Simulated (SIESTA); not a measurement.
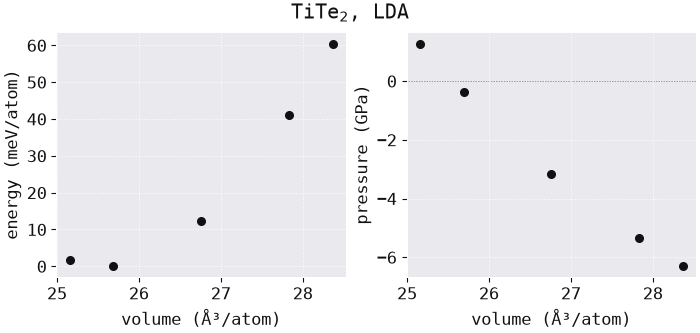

Plotted: energy and pressure against volume for TiTe₂, space group P-3m1 (No. 164).

Cell as given: a = 3.777 Å, b = 3.777 Å, c = 6.498 Å, α = 90.00°, β = 90.00°, γ = 120.00°; 3 atoms.

Method: DFT in numerical atomic orbitals with pseudopotentials, no spin polarisation; energies at scaled volumes of the given cell, shape and fractions fixed, counted from the fit's minimum, third-order Birch-Murnaghan fit (SIESTA 5.4.2). Level: LDA.

k mesh 8×8×4; occupations Fermi–Dirac; smearing width 0.05 eV; potentials PseudoDojo 0.4 standard, converted to PSML, two zetas on semicore shells; program settings basis DZP, mesh cutoff 800 Ry.

The points at volume 26.22 Å³/atom and 27.30 Å³/atom are left out of the plot. What values does the calculation give there?

```tsv
volume (Å³/atom)	energy (meV/atom)	pressure (GPa)
26.22	3.88	-1.84
27.30	24.78	-4.31
```

Note: mulliken charges of long orbitals; shape and atomic fractions are frozen while scaling, which makes layered, chain and framework solids too stiff.
